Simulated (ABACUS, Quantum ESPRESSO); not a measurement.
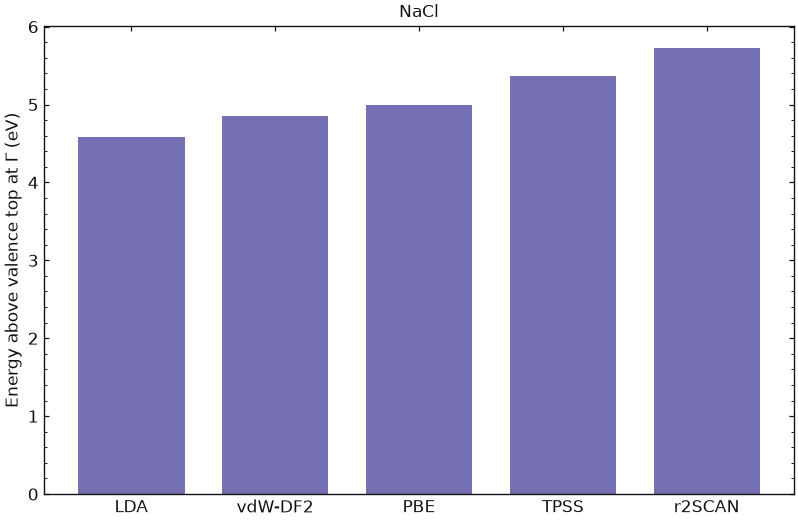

Lowest conduction level at Γ, counted from the valence-band top at Γ, by several methods on one cell of rocksalt NaCl, space group Fm-3m, 2 atoms in the primitive cell; cubic a = 5.698 Å. All runs are without spin-orbit coupling and carry no moments.

Q: How do the methods rank at Γ?

A: From low to high: LDA 4.58, vdW-DF2 4.85, PBE 4.99, TPSS 5.37, r2SCAN 5.72 eV.

| method | program | Γ (eV) |
| --- | --- | --- |
| LDA | Quantum ESPRESSO | 4.58 |
| vdW-DF2 | Quantum ESPRESSO | 4.85 |
| PBE | Quantum ESPRESSO | 4.99 |
| TPSS | ABACUS | 5.37 |
| r2SCAN | Quantum ESPRESSO | 5.72 |

Settings. LDA: PseudoDojo 0.4.1 SR LDA standard, 8×8×8 k mesh, 1197 eV cutoff, Fermi-Dirac smearing of 0.05 eV (Quantum ESPRESSO 7.5). vdW-DF2: PseudoDojo 0.4.1 SR PBE standard, 8×8×8 k mesh, 1197 eV cutoff, Fermi-Dirac smearing of 0.05 eV (Quantum ESPRESSO 7.5). PBE: SSSP 1.3 efficiency PBE, 8×8×8 k mesh, 748 eV cutoff, Fermi-Dirac smearing of 0.05 eV (Quantum ESPRESSO 7.5). TPSS: SG15 ONCV 1.2 PBE, 5×5×5 k mesh, 1401 eV cutoff, Fermi-Dirac smearing of 0.05 eV (ABACUS 3.10.1). r2SCAN: SG15 PBE 1.2, 6×6×6 k mesh, 952 eV cutoff, Fermi-Dirac smearing of 0.05 eV (Quantum ESPRESSO 7.5).

These are five of the 17 methods that were run on this cell. Runs that lie over 0.07 eV from the median of the programs for their method weren't drawn. The runs come from different programs and meshes, which adds differences of its own. LDA, GGA and most meta-GGA functionals understate gaps. The cell is a database's computed one. vdW-DF2, TPSS and r2SCAN: the potentials were made for another functional. r2SCAN: this potential file gives levels or pressures that part from those of other sets.
